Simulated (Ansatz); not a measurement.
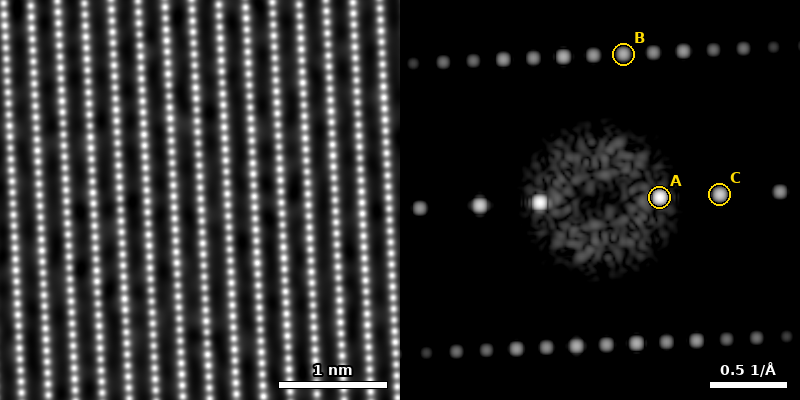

Integrated-DPC-like image of a crystal. Simulated as the projected potential of neutral atoms (B = 0.3 Å²) blurred by a 0.50 Å probe, the thin-sample limit of integrated differential phase contrast. The speckle of an amorphous layer was added.

The right panel is the modulus of the image's Fourier transform on a logarithmic scale.

**Which lattice spacings do the marked spots stand for, and what angle do A and B enclose?**

A: 2.5 Å, B: 1.0 Å, C: 1.3 Å; A and B enclose about 78°.

The crystal is Hf (P6_3/mmc, No. 194) along [310]; the spots are (002), (1 -3 1) and (004). Atomic positions: coordinates from a relaxation at fixed volume with DFT r2SCAN, scalar-relativistic, plane waves, PAW (Ansatz 0.2.0).
